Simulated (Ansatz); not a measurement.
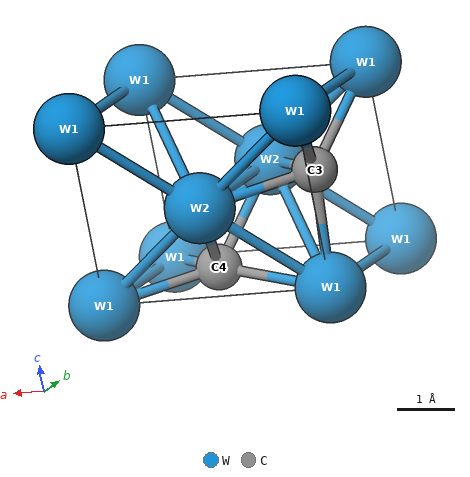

*The input geometry (ball-and-stick view of the cell of the calculation, seen slightly off an axis; atoms are numbered from 1 in the order of the input).*

Near neighbours in the crystal (not all of them lie inside the picture): W has 6 C at 2.19 Å and 8 W at 2.83 to 2.90 Å; C has 6 W at 2.19 Å.

Band-structure calculation, with input and output: WC

System: WC (P-6m2, 4 atoms in the cell).
Method: DFT with PBEsol, PAW plane waves, no spin polarisation (Ansatz 0.2.0).

The structure derives from an entry of the Crystallography Open Database. Figures and captions count atoms from 1; the log counts them from 0 in places.

### Input
```yaml
crystal:
  lattice:
    - [2.90269351, 0.0, 2.83400611]
    - [-1.45134676, 2.51380868, 0.0]
    - [2.90269351, 0.0, -2.83400611]
  atoms:
    - { symbol: W, position: [0.0, 0.0, 0.0] }
    - { symbol: W, position: [0.5, 0.0, 0.5] }
    - { symbol: C, position: [0.083335, 0.33333, 0.583335] }
    - { symbol: C, position: [0.583335, 0.33333, 0.083335] }
  symmetry: { tolerance: 0.0003 }
kpoints:
  mp_grid: { grid: [9, 9, 9], shift: [0, 0, 0] }
  band_path:
    path:
      - [0.0, 0.0, 0.0]
      - [0.49999991, -1.2e-07, 0.49999991]
      - [0.33333327, 0.33333327, 0.33333327]
      - [0.0, 0.0, 0.0]
      - [0.5, 0.0, -0.5]
      - [0.99999991, -1.2e-07, -9.0e-08]
      - [0.83333327, 0.33333327, -0.16666673]
      - [0.5, 0.0, -0.5]
      - [0.99999991, -1.2e-07, -9.0e-08]
      - [0.49999991, -1.2e-07, 0.49999991]
      - [0.83333327, 0.33333327, -0.16666673]
    npoints: 14
magnetization:
  spin_polarized: false
scf:
  occupations: { method: fermi_dirac }
  lower_state_search: "off"
  max_iter: 200
hamiltonian:
  pseudopotentials: { kind: paw }
  xc: pbesol
basis:
  ecutwfc: 420
  fft_grid_basis: typed
output:
  forces: true
  stress: true
  eigenvalues: true
  bader: true
  populations: true
  elf: true
  write_potential: true
  volumetric_format: npy
  dos:
    e_range: [-12, 8]
    de: 0.05
    projected: { site_lists: { C: [C], W: [W] } }
  write_density: true
checkpoint:
  read: saved_state
```

Machine: 1 thread of Intel Xeon (Sapphire Rapids), 10 GiB of memory available, shared host.

Run as:
```bash
ansatz run input.yaml --threads 1 --pin off --max-ram 2560MiB --backend cpu --events-out ev --progress --plain --runs-dir out
```

### The program's output
```
Warning: the atoms were moved onto the symmetric positions of the space group found under crystal.symmetry.tolerance 3.0e-4 (fractional; no operation is sought that the atoms, as they stand in a round, miss by more than twice it, and no atom is moved by as much as it), and the run uses the moved positions. Before a round's move an operation carried an atom to 1.45e-5 Å from where it should land, the largest such distance. Atom 2 (counting from 0) moved farthest, by 1.45e-5 Å; the longest move in fractions of the cell, of whichever atom, is 0.01 of the tolerance, in 1 round. To run the atoms as typed, lower crystal.symmetry.tolerance until the operations that they miss are no longer found, or set crystal.symmetry.detect: false (a key that needs symmetry detection or time reversal refuses this as the deck is read). The positions used, in the order of the run's atom list: position: [0.0, 1.3877787807814457e-17, 0.0]; position: [0.5, 1.3877787807814457e-17, 0.5]; position: [0.083335, 0.33333500000000005, 0.583335]; position: [0.583335, 0.33333500000000005, 0.083335]; The lattice was moved too: crystal.lattice misses the space group found at crystal.symmetry.tolerance 3.0e-4 in a digit that the deck types, which is why this is a warning: making the lattice exact moves one of its numbers by a whole unit of that number's last typed decimal, or more. The operation that it misses by the most changes a squared length by the fraction 1.62e-6. The run uses the lattice that is a stretch of the typed one, with no rotation, onto the one that keeps every operation to a double's rounding (on a very oblique basis the stretch itself rounds by more); the deck's lattice vector that moved farthest moved by 1.18e-6 Å. To run the lattice as typed, set crystal.symmetry.tolerance under 1.62e-6, the least fraction by which an operation that the lattice misses changes a squared length (the same key also sets how far an atom may lie from its image, so lowering it can lose operations that the atoms keep only within it), or set crystal.symmetry.detect: false, as for the atoms. crystal.lattice made exact, in Å and degrees: [[2.902694531067154, -5.895129786779816e-7, 2.83400611], [-1.4513477810672737, 2.5138080904868096, 0.0], [2.902694531067154, -5.895129786779816e-7, -2.83400611]]. Pasted over the deck's crystal.lattice, beside positions in fractional coordinates, it runs the same cell (given as lengths and angles, that cell in the form's own orientation, a rigid turn of the misfit's size from the one run here, for which a checkpoint.post_process_only pass over this run's state can be refused: where this run relaxes nothing, give such a pass this deck's own crystal.lattice, as typed; behind a relaxation, as crystal.lattice, the state's own cell, identity.cell in its checkpoint.json), and a matrix so pasted ends this notice, except on a very skew basis of the lattice, where the rounding of the pasted numbers themselves can read as a misfit: the cell is then moved again, and that move is told again. The lattice as run is in this notice's lattice.as_run_ang field (Run.prep()["deck_notices"] in Python, the deck_notice line of an events file, deck_notices of ansatz run --dry-run=json, or deck_notices in record.json in the deck's checkpoint.write directory).
Warning: checkpoint.read: basis.xc_grid differs: saved 1, current 2 (points along each axis for each point of the dense box; where the key is left out runs that use forces, runs that use the stress, dielectric runs by a finite field, finite-displacement phonons, runs of phonons.displacement_patterns under a GGA or a meta-GGA, phonons by method: dfpt, dielectric runs by the response, runs on support functions, runs on PAW files under a meta-GGA or a hybrid on one, runs at kind: all_electron or under a hybrid on a GGA, runs under a text's formulas of a gradient, and runs on PAW files that evaluate rPW86 or Becke's exchange or LYP's correlation can take a finer level, which can go by the root key accuracy; a number is taken as typed: the saved number, typed, holds this deck to the state's level, where the deck is accepted there); the SCF iterates at this deck's level from the saved density; a trajectory continued from that state goes on on another energy surface; basis.xc_grid: 1, typed and accepted, keeps it on the saved one
Engine: ansatz 0.2.0, x86_64-unknown-linux-gnu
Pseudopotentials: kind: paw
Pseudopotential: W, paw, valence charge 14, recommended cutoff 420 eV (normal), W.paw.azcp
Pseudopotential: C, paw, valence charge 4, recommended cutoff 420 eV (normal), C.paw.azcp
Functional definition: PBEsol
  exchange = pbesol_x
  correlation = pbesol_c
Crystal: 4 atoms, lattice volume = 41.358 Å³
Basis set: ecut = 420 eV, 817 PW (Γ), exchange–correlation on 60×40×60 points (8 copies of the dense FFT grid, shifted against one another)
Bands: 22, of which v1, the nominal top of the filled ones, is band 18 counted from 1 (17 counted from 0)
Symmetry: 8 space group operations
Space group: P-6m2 (ITA 187), of the structure as read, at distance tolerance 1.0e-3 Å
k-points: 125 of 729 (time reversal used)
Non-local potential: W, projectors of the file, l = 0: 3, l = 1: 2, l = 2: 2, l = 3: 1
Non-local potential: C, projectors of the file, l = 0: 2, l = 1: 2, l = 2: 1
PAW form: soft (Blöchl's): semilocal exchange-correlation on the pseudo side does not see the compensation charge
PAW frozen core: W, regenerated for the run's functional, and the local potential with it (the file was generated under x = pbe(κ = 0.804, μ = 0.2195149727645171), c = pbe(β = 0.06672455060314922))
PAW frozen core: C, regenerated for the run's functional, and the local potential with it (the file was generated under x = pbe(κ = 0.804, μ = 0.2195149727645171), c = pbe(β = 0.06672455060314922))
PAW one-centre angular grid: W, 590 points (default); XC on 64 Gauss nodes
PAW one-centre angular grid: C, 110 points (default); XC on 64 Gauss nodes
Initial density: read from a saved state, or passed on in memory by an earlier SCF of this step, an earlier step, the calling program or the single point that the run made first
Initial wavefunctions: pseudopotential atomic-orbital guess
Functional: x = pbesol(κ = 0.804, μ = 0.12345679012345678), c = pbesol(β = 0.046)
iter 1 solved again at ethr=5.81e-7 eV; its pass at ethr=3.10e-3 eV (dr2=2.09e-4 eV) is discarded
SCF iter   1: F=—  HF=-21007.467078 eV  |F-HF|=—  |Δ(HF+E_count)|=         —  Δρ=1.84e-3  dr2=1.96e-4  ethr=5.81e-7  ⟨swp⟩=2.1  Hψ=18628  notcnv=0
preconditioner: auto → Kerker (q_TF=auto, 2.666 Å⁻¹)  [metal: Δε(μ)=0.055 eV  Ē_g=8.475 eV  σ=0.100 eV  W_gap=0.14  n_scr=16 (ndim 8)  ℏωp=25.8 eV  f_vac=0.000  D(μ)=0.69/eV (n_scr^D=4)]
SCF iter   2: F=—  HF=-21007.467426 eV  |F-HF|=—  |Δ(HF+E_count)|=   3.48e-4  Δρ=9.39e-4  dr2=3.97e-5  ethr=5.44e-7  ⟨swp⟩=2.4  Hψ=3676  notcnv=0
SCF iter   3: F=—  HF=-21007.467550 eV  |F-HF|=—  |Δ(HF+E_count)|=   1.24e-4  Δρ=1.40e-4  dr2=2.41e-6  ethr=1.10e-7  ⟨swp⟩=2.2  Hψ=4556  notcnv=0
SCF iter   4: F=—  HF=-21007.467552 eV  |F-HF|=—  |Δ(HF+E_count)|=   1.82e-6  Δρ=2.66e-5  dr2=1.44e-7  ethr=6.69e-9  ⟨swp⟩=2.5  Hψ=4318  notcnv=0
SCF iter   5: F=-21007.467552 eV  HF=-21007.467552 eV  |F-HF|=5.75e-10  |Δ(HF+E_count)|=   2.39e-8  Δρ=2.53e-6  dr2=2.32e-9  ethr=2.78e-10  ⟨swp⟩=8.8  Hψ=17207  notcnv=0
SCF 1 converged in 5 iterations: F = -21007.467552 eV  dr2 = 2.32e-9
  greatest PAW one-centre occupation: 1.000 electrons in one spin orbital (limit 2), on the W atom at site 1 (counted from 0), in its partial waves of l = 0
```

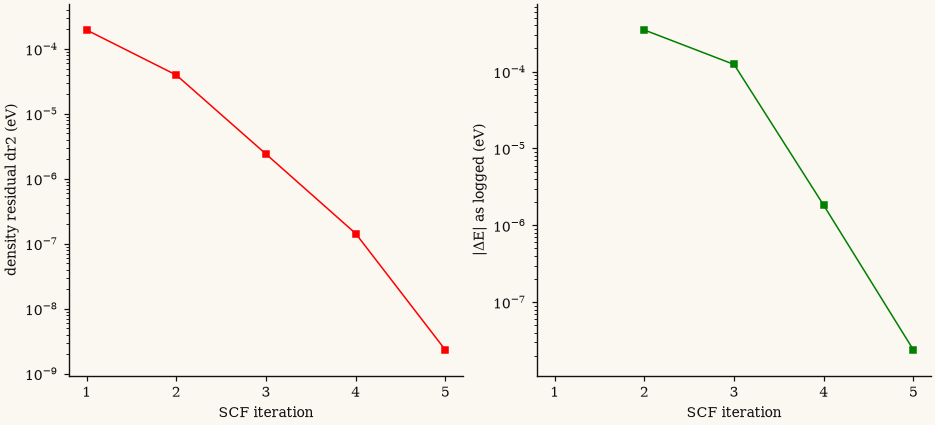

*Convergence of the self-consistent field: density residual dr2 and size of the energy change against the SCF iteration.*

The residual falls at every step.

```
NSCF: frozen V_eff on 141 k-points
SCF converged after 5 iterations
Free energy (F): -21007.467552 eV
Harris-Foulkes:  -21007.467552 eV  (|F-HF|=5.75e-10)
Internal energy: -21007.445548 eV  (E = F + TS)
E sigma→0 (E₀):  -21007.456550 eV
Entropy (-TS):   -0.022003 eV (-5.501 meV/atom)
Fermi energy:    20.533591 eV
--- Per-component energies (eV) ---
  E_band       = -118.402949
  E_kinetic    = 1083.625953
  E_local      = -1329.021652  (includes V_loc(G=0)·N_el)
  E_nonlocal   = 56.218643
  E_hartree    = 468.747639
  E_xc         = -629.033812
  E_vxc        = -600.061090  (∫ρ·V_xc dr)
  E_paw        = -17061.690122  (= ΣΔE_a)
  E_vpaw       = -266.660383  (= ΣTr[D̂ρ^β])
  E_aug_tail   = -0.000129  (compensation charges beyond the density's cutoff)
  E_ewald      = -3596.777853
  E_core_change = 0.485785  (= ΣΔE_core)
  E_smearing   = -0.022003  (= −TS)
  E_closure    = -0.000000  (closes the sum)
  Σ components = -21007.467552   (vs F -21007.467552, Δ=0.00e0)
--- Forces (eV/Å), atoms counted from 1 ---
  atom   1  W      0.00223041     0.00128773     0.00000000
  atom   2  W      0.00223041     0.00128773     0.00000000
  atom   3  C     -0.00222865    -0.00128671     0.00000000
  atom   4  C     -0.00222865    -0.00128671     0.00000000
  max |Σ_I F_I| component: 3.52e-6 eV/Å
--- Stress (GPa, compression-positive) ---
       -1.586277       0.140533      -0.000000
        0.140533      -1.748550       0.000000
        0.000000       0.000000      -2.925581
  P = ⅓ Tr σ = -2.0868 GPa (-20.868 kbar)
--- Band table (eV; the first three rows and the last of 125) ---
  k-point 0: bands = ["-53.3497", "-53.2490", "-17.9752", "-17.9513", "-17.3729", "-17.3705", "-17.2593", "-17.2590", "6.0699", "9.2479", "14.0350", "16.1687", "16.1804", "16.3353", "17.1712", "17.1713", "20.6276", "20.8270", "23.7572", "23.7575", "24.9835", "25.8598"]
  k-point 1: bands = ["-53.3467", "-53.2520", "-17.9563", "-17.9365", "-17.3911", "-17.3700", "-17.2834", "-17.2632", "6.2282", "9.2984", "13.9576", "16.1728", "16.3000", "16.4454", "17.0790", "17.2815", "20.3328", "20.4953", "23.4383", "23.7630", "24.6992", "25.5009"]
  k-point 2: bands = ["-53.3378", "-53.2607", "-17.9049", "-17.8892", "-17.4499", "-17.3614", "-17.3522", "-17.2744", "6.6817", "9.3786", "13.8494", "16.1381", "16.6382", "16.6450", "16.8413", "17.5813", "19.6335", "19.7911", "22.7061", "23.8104", "23.9403", "24.7427"]
  k-point 124: bands = ["-53.3026", "-53.2879", "-18.1120", "-18.0605", "-17.5180", "-17.2629", "-17.2528", "-17.2072", "9.6304", "10.0686", "12.1449", "13.5482", "16.7917", "16.9259", "18.1640", "18.3493", "19.5054", "20.1597", "20.2306", "22.2936", "24.3159", "24.5112"]
--- Löwdin populations: 4 sites ---
  site symbol       q [e]
     0      W     13.2152
     1      W     13.2152
     2      C      4.7020
     3      C      4.7020
  spilling = 0.004603 (of n_electrons = 36.000000)
--- Bader charges: 4 sites ---
  site symbol  charge [e]  shift [e]
     0      W      1.3850     0.0035
     1      W      1.3850     0.0035
     2      C     -1.3850     0.0035
     3      C     -1.3850     0.0035
  estimated error of the sums over rays = 7.5e-4 e
```

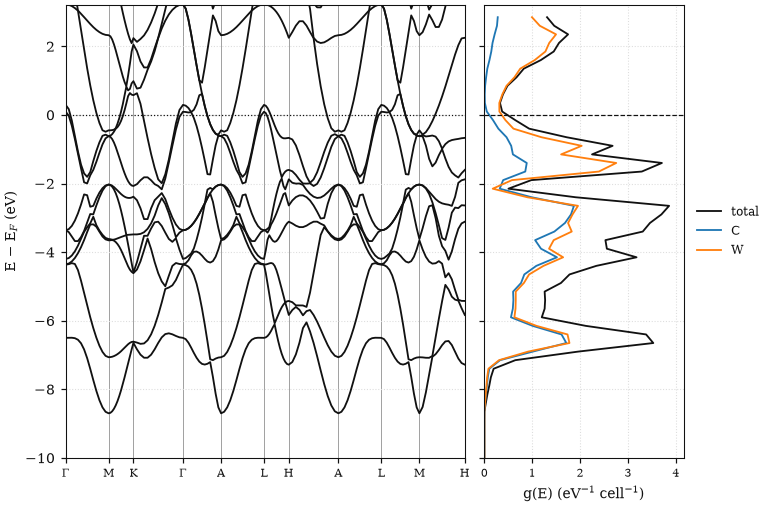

*Band structure along Γ–M–K–Γ–A–L–H–A–L–M–H and density of states (projected on Löwdin-orthogonalised atomic shells), with energies from the Fermi level.*

Bands cross the Fermi level: a metal at this level of theory.

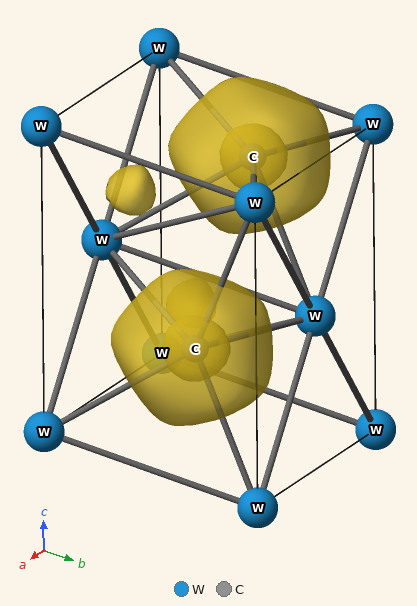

*Isosurface of the ELF at 0.55 (yellow), seen slightly off an axis. Only the valence region is drawn (cores and ρ < 0.01 e/Å³ removed). Sticks mark near contacts. The outline is the calculation cell with its axes reversed.*

Along the contacts the grid gives the following. W–C (2.19 Å): the ELF is about 0.30 at the midpoint. W–W (2.83 Å): the ELF is about 0.30 at the midpoint; no localised pair between them. Core electrons are frozen (PAW), so the fields are smoothed inside the atomic spheres.

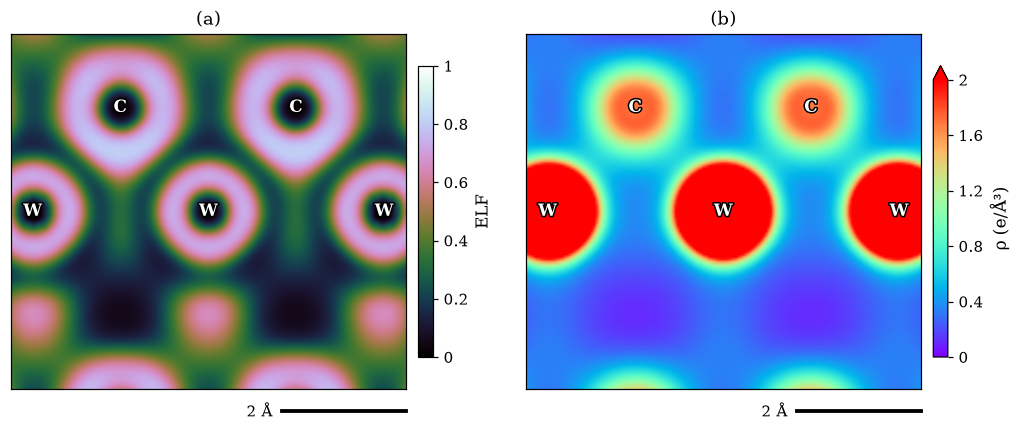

*(a) ELF; (b) valence charge density (pseudo) on the (111) plane of the calculation cell with its axes reversed.*

The plane passes through W and C nuclei. W–C (2.19 Å): ρ at the midpoint is about 0.67 e/Å³; the ELF is about 0.30 at the midpoint. W–W (2.83 Å): the density is about 0.37 e/Å³ at the midpoint; the ELF is about 0.30 at the midpoint; no shared electron pair. Away from the nuclei the density in this plane falls to 0.11 e/Å³ at its lowest. The strong features right at W lie inside the PAW spheres (semicore, d or f shells) and say nothing about bonding.

### Key numbers

```json
{"quantity": "outcome", "value": "converged"}
{"quantity": "space group (tolerance 0.01 Å)", "value": "P-6m2 (187)"}
{"quantity": "electrons treated", "value": "36"}
{"quantity": "free energy", "value": "−21007.4676 eV"}
{"quantity": "Fermi energy", "value": "20.534 eV"}
{"quantity": "pressure", "value": "−2.09 GPa"}
{"quantity": "electronic character", "value": "metal"}
{"quantity": "largest force (length of the vector)", "value": "0.003 eV/Å"}
{"quantity": "wall time", "value": "50 s"}
{"quantity": "peak memory", "value": "0.46 GiB"}
```

### Remarks

Warnings of the run: the structure was made exactly symmetric. Spin–orbit coupling is left out, which matters for W.
